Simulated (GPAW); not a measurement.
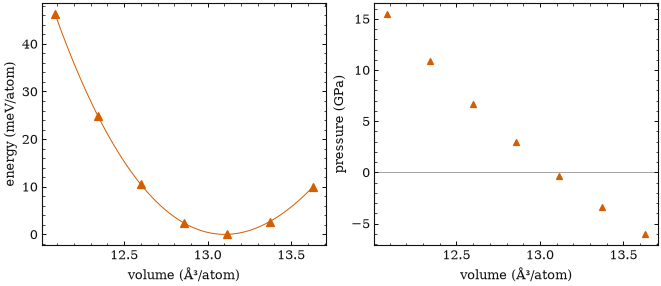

Calculation (GPAW 26.7.0): PAW DFT in plane waves, on a grid or in atomic orbitals, no spin polarisation; energies at scaled volumes of the given cell, shape and fractions fixed, counted from the fit's minimum, third-order Birch-Murnaghan fit. Level: PBE.

- k mesh: 7×7×7
- occupations: Fermi–Dirac
- smearing width: 0.05 eV
- potentials: GPAW PAW data sets (gpaw data 1.2.1)
- wave cutoff: 800 eV
- program settings: basis pw

Cell as given: a = 4.006 Å, b = 4.006 Å, c = 4.006 Å, α = 90.00°, β = 90.00°, γ = 90.00°; 5 atoms.

**Figure.** Energy and pressure against volume for BaTiO₃, space group Pm-3m (No. 221).

A third-order Birch–Murnaghan fit gives V0 = 13.10 Å³/atom, B0 = 162 GPa and B′ = 4.6. The energy is 46.29 meV/atom at volume 12.09 Å³/atom and 9.93 meV/atom at 13.63 Å³/atom; the lowest computed point is at volume 13.11 Å³/atom (0.03 meV/atom), and no other minimum shows. The pressure falls from 15.49 GPa at volume 12.09 Å³/atom to −6.06 GPa at 13.63 Å³/atom, and changes sign near 13.09 Å³/atom.
